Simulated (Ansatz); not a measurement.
Structure of Ir:

```
CELL_PARAMETERS angstrom
2.57181 0.00000 0.00000
0.00000 2.57181 0.00000
0.00000 0.00000 2.57181
ATOMIC_POSITIONS crystal
Ir 0.00000 0.00000 0.00000
```

Structure used: the input geometry of an electronic-structure calculation (not necessarily at equilibrium); the starting structure was generated, so it need not be a known form of this composition.

**Which powder rings are expected with 100 kV electrons? List the innermost 5, leaving out those under 3 % of the strongest.**

```csv
ring,radius,d (Å),hkl
1,3.89 nm⁻¹,2.57,100
2,5.50 nm⁻¹,1.819,110
3,6.73 nm⁻¹,1.485,111
4,7.78 nm⁻¹,1.286,200
5,8.69 nm⁻¹,1.150,210
```

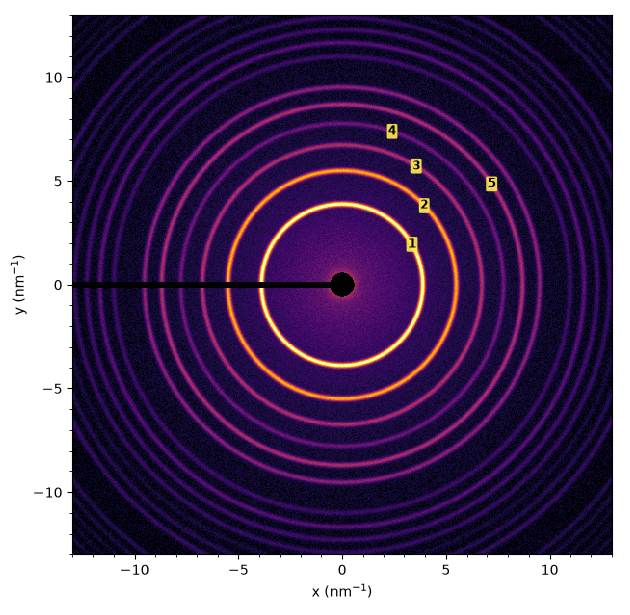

Simulated electron diffraction rings at 100 kV (λ = 0.0370 Å), scale in nm⁻¹ (radius = 1/d), for a fine-grained powder without texture. Kinematic intensities with B = 0.5 Å² for all atoms, without multiple scattering; brightness goes as intensity to the power 0.5, clipped at the top, with counting noise. Reflections closer than the ring width show as one ring. The numbers mark the rings of the table.
